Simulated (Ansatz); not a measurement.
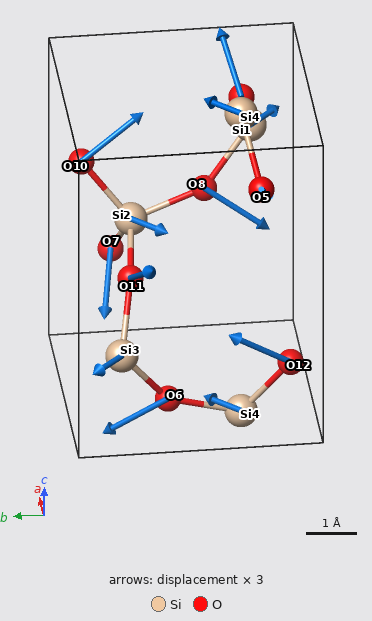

This is a relaxation of crystalline SiO₂ (set up in P4_12_12). The starting structure is drawn; blue arrows show the displacements (the part carried along by the change of the cell is left out), magnified 3 times.

Style: ball-and-stick. Shown: the cell of the calculation, from a free direction.

The run lets cell and atoms move.

Computed with Kohn-Sham DFT of a periodic cell, PBE, Ansatz PAW (Ansatz 0.2.0).

Input file:
```yaml
crystal:
  lattice:
    - [4.982, 0.0, 0.0]
    - [0.0, 4.982, 0.0]
    - [0.0, 0.0, 6.963]
  atoms:
    - { symbol: Si, position: [0.79897, 0.20103, 0.75] }
    - { symbol: Si, position: [0.70103, 0.70103, 0.5] }
    - { symbol: Si, position: [0.20103, 0.79897, 0.25] }
    - { symbol: Si, position: [0.29897, 0.29897, 0.0] }
    - { symbol: O, position: [0.10347, 0.23989, 0.82187] }
    - { symbol: O, position: [0.26011, 0.60347, 0.07187] }
    - { symbol: O, position: [0.89653, 0.76011, 0.32187] }
    - { symbol: O, position: [0.73989, 0.39653, 0.57187] }
    - { symbol: O, position: [0.60347, 0.26011, 0.92813] }
    - { symbol: O, position: [0.76011, 0.89653, 0.67813] }
    - { symbol: O, position: [0.39653, 0.73989, 0.42813] }
    - { symbol: O, position: [0.23989, 0.10347, 0.17813] }
hamiltonian:
  xc: pbe
  pseudopotentials: { kind: paw }
kpoints:
  mp_grid: { grid: [5, 5, 3] }
scf:
  occupations: { method: fermi_dirac, width: 0.05 }
output:
  forces: true
  stress: true
  eigenvalues: true
relax:
  f_tol: 0.01
  max_steps: 40
  cell: { stress_tol: 0.05, p_target: 20.0 }
```

Launched with:
```bash
ansatz run input.yaml --threads 4 --pin off --max-ram 11264MiB --backend cpu --events-out ev --progress --plain --runs-dir out
```

What did the optimiser do to the structure, and how much energy did it gain?

After 9 accepted moves (11 points after the start) the energy has risen by 192 meV per atom. With the target pressure of 20 GPa, the enthalpy E + pV changes by −369 meV per atom. The largest force component goes from 0.39 to 0.0024 eV/Å. The pressure goes from 6.29 to 19.96 GPa. At 2 points the geometry stayed and the basis and grid were re-selected for the new cell (energy shift of 3.3 meV per atom at most each time). The largest moves relative to the cell, 0.54 Å, are those of O atoms. By element the largest moves are O 0.54 Å, Si 0.32 Å. The volume changes by −31.2 %, with a = b 4.982 → 4.492 Å (−9.8 %), c 6.963 → 5.891 Å (−15.4 %). Among the contacts that change: O–Si 1.604 → 1.617 Å. Among the angles between lasting bonds that change: Si–O–Si 146.6° → 122.7°, O–Si–O 108.9° → 112.2°, O–Si–O 108.1° → 105.8°. The space group stays P4_12_12 (No. 92). The run took 24 s on 4 threads of Arm Neoverse V2 (shared host), peak memory 0.48 GiB.
